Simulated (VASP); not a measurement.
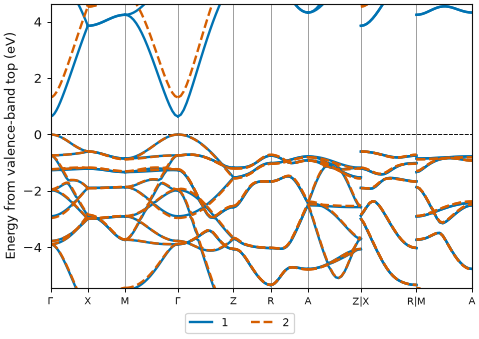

Band structures of rutile-type SnO₂, space group P4_2/mnm, 6 atoms in the cell (a = 4.830 Å, c = 3.242 Å (tetragonal axes)), by two methods on the same cell. Each is counted from its own valence-band top.

Question: Which curve is which? The methods: PBE, r2SCAN.

Answer: 1 is PBE; 2 is r2SCAN. PBE gives a gap of 0.64 eV along the path and r2SCAN gives a gap of 1.32 eV along the path.

Settings. PBE: VASP PAW PBE potentials, release 64 (Sn_d, O), no spin polarisation, no spin-orbit coupling, 8×8×10 k mesh, 450 eV cutoff, Gaussian smearing of 0.02 eV (VASP). r2SCAN: VASP PAW PBE potentials, release 64 (Sn_d, O), no spin polarisation, no spin-orbit coupling, 8×8×10 k mesh, 450 eV cutoff, Gaussian smearing of 0.02 eV (VASP).

LDA, GGA and most meta-GGA functionals understate gaps. The cell was derived from a database entry in an earlier step, so it needn't be the measured one. r2SCAN: the PAW data sets were made with another functional.
